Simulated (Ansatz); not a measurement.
Input

```
crystal:
  lattice:
    - [-2.1293141235, 2.1293141235, 4.545289132]
    - [2.1293141235, -2.1293141235, 4.545289132]
    - [2.1293141235, 2.1293141235, -4.545289132]
  atoms:
    - { symbol: Ga, position: [0.75, 0.25, 0.5] }
    - { symbol: Ga, position: [0.25, 0.75, 0.5] }
    - { symbol: Ga, position: [0.5, 0.5, 0.0] }
    - { symbol: Sb, position: [0.0, 0.0, 0.0] }
basis:
  ecutwfc: 420
kpoints:
  mp_grid: { grid: [16, 16, 16] }
hamiltonian:
  xc: pbesol
scf:
  occupations: { method: gaussian, width: 0.15 }
output:
  forces: true
  stress: true
  eigenvalues: true
  write_density: true
  write_potential: true
  elf: true
  volumetric_format: npy
```

Command:

```sh
ansatz run input.yaml --threads 1 --pin off --max-ram 2560MiB --backend cpu --events-out ev --progress --plain --runs-dir out
```

Below, planes, directions and counts refer to the conventional cell (a = 4.26 Å, b = 4.26 Å, c = 9.09 Å, α = 90.00°, β = 90.00°, γ = 90.00°).

Space group I4/mmm; a structure from a database of computed crystals, not necessarily the ambient phase.

Computed with DFT PBEsol, scalar-relativistic, plane waves, PAW in Ansatz 0.2.0.

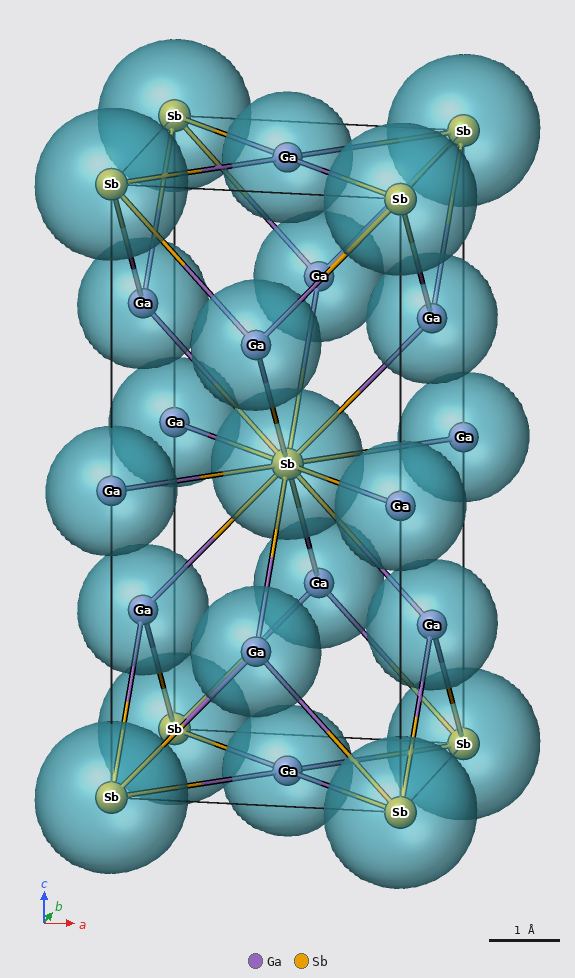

Ga₃Sb. Isosurface of the valence electron density at 0.4 e/Å³ (cyan), seen slightly off an axis. Sticks mark near contacts.

In a PAW calculation such maps are meaningful between the atoms, not at the nuclei.

Which contacts does the surface bridge?

At this value the density breaks into separate islands; it holds about 80 % of the electrons treated as valence (semicore included). It bridges none of the near contacts. It is pinched off along the sampled Ga–Sb (3.01 Å) and Ga–Sb (3.11 Å) contacts. On the grid the lowest density along these lines, outside the cores, is 0.2 e/Å³ (Ga–Sb, 3.01 Å) and 0.18 e/Å³ (Ga–Sb, 3.11 Å).

Does the calculation give a band gap?

It is gapless in this calculation (a metal or semimetal).
